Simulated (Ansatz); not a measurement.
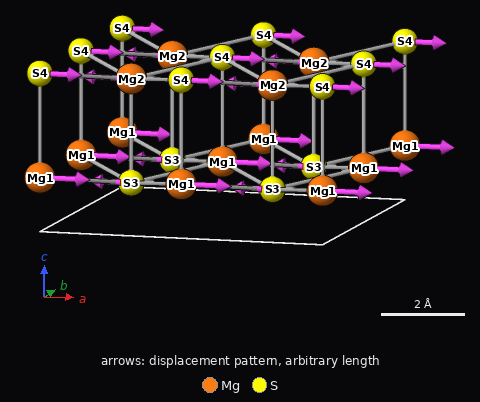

One vibrational mode of a free-standing layer of MgS (a generated structure) at the zone centre. The pink arrows give the relative displacements of the atoms. The picture is a ball-and-stick view of the 2 × 2 repeat of the cell, outlined in the plane, without the vacuum, seen slightly off an axis.

The calculation used DFT PBE+D3(BJ), scalar-relativistic, plane waves, PAW in Ansatz 0.2.0.

The input:
```yaml
crystal:
  lattice:
    - [3.5577909327, 0.0, 0.0]
    - [0.0, 3.5577909327, 0.0]
    - [0.0, 0.0, 31.36]
  atoms:
    - { symbol: Mg, position: [0.0, 0.0, 0.2514935758] }
    - { symbol: Mg, position: [0.5, 0.5, 0.322486016] }
    - { symbol: S, position: [0.5, 0.5, 0.241156771] }
    - { symbol: S, position: [0.0, 0.0, 0.3328228208] }
  periodic: [true, true, false]
basis:
  ecutwfc: 420
kpoints:
  mp_grid: { grid: [6, 6, 1] }
hamiltonian:
  xc: pbe
  dispersion: d3bj
scf:
  occupations: { method: fixed }
output:
  eigenvalues: true
phonons:
  method: dfpt
  eigenvectors: true
  qmesh: [3, 3, 1]
  temperatures: { t_max: 1000, t_step: 100 }
  qpath:
    path:
      - [[0.0, 0.0, 0.0], [0.0, 0.5, 0.0], [0.5, 0.5, 0.0], [0.0, 0.0, 0.0], [0.0, 0.0, 0.5], [0.0, 0.5, 0.5], [0.5, 0.5, 0.5], [0.0, 0.0, 0.5]]
      - [[0.0, 0.5, 0.0], [0.0, 0.5, 0.5]]
      - [[0.5, 0.5, 0.0], [0.5, 0.5, 0.5]]
    npoints: 8
```

Command:
```bash
ansatz run input.yaml --threads 1 --pin off --max-ram 2560MiB --backend cpu --events-out ev --progress --plain --runs-dir out
```

Frequencies are those without the non-analytic (LO–TO) term.

Give the symmetry, activity and frequency of this mode.

This is the E_g mode (doubly degenerate; one member of the set is drawn) at 8.90 THz, optical level 5 of 6, counted from below, Raman-active by symmetry. All motion is along a of the drawn cell; atoms of one kind move against one another, with no net shift of any sublattice; the kinetic energy is shared as Mg 52 %, S 48 %.
